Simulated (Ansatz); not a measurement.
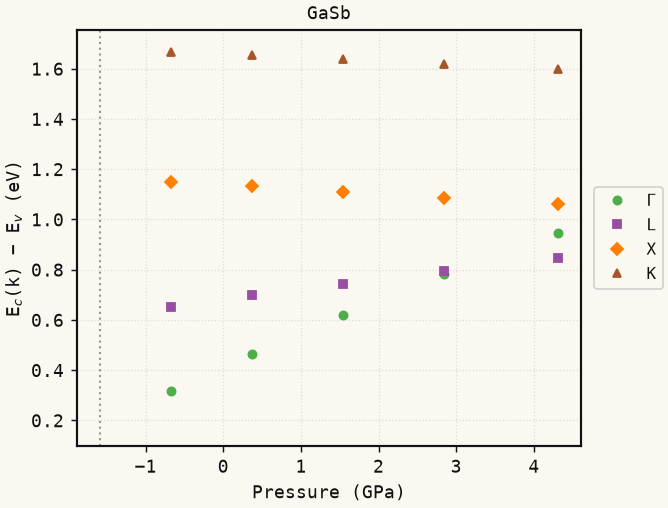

Lowest conduction level at each named k point, counted from the valence-band top at Γ. One run is left out (dotted line).

System: zincblende GaSb, space group F-43m (No. 216), 2 atoms in the primitive cell. The cell is scaled uniformly. Method: r2SCAN, Ansatz PAW, no spin polarisation, no spin-orbit coupling, 8×8×8 k mesh, 500 eV cutoff, Fermi-Dirac smearing of 0.05 eV (Ansatz).

| pressure | Γ (eV) | L (eV) | X (eV) | K (eV) | volume (Å³/atom) |
| --- | --- | --- | --- | --- | --- |
| −0.7 GPa | 0.32 | 0.65 | 1.15 | 1.67 | 29.20 |
| 0.4 GPa | 0.47 | 0.70 | 1.13 | 1.65 | 28.62 |
| 1.5 GPa | 0.62 | 0.74 | 1.11 | 1.64 | 28.05 |
| 2.8 GPa | 0.78 | 0.79 | 1.09 | 1.62 | 27.48 |
| 4.3 GPa | 0.95 | 0.85 | 1.06 | 1.60 | 26.91 |

Q: Fill in the row for −1.6 GPa.

A: Fits through the other points give 0.18 eV at Γ (a parabola), 0.62 eV at L (a straight line), 1.17 eV at X (a straight line) and 1.68 eV at K (a straight line). The run itself gives 0.17, 0.61, 1.17 and 1.68 eV, within 0.01 eV of the estimates.

Q: What are the pressure coefficients?

A: Straight lines through the points have slopes of +131 at Γ, +40 at L, −18 at X and −14 at K (meV per GPa).

Q: Does the lowest of these conduction levels change place?

A: Going by straight lines between the points, the lowest is the one at Γ up to about 3.0 GPa and the one at L beyond. With the valence top at Γ, the lowest of these transitions turns from direct to indirect near 3.0 GPa.

The PAW data sets were made with another functional. LDA, GGA and most meta-GGA functionals understate gaps. Spin-orbit coupling is left out, which matters for Sb.
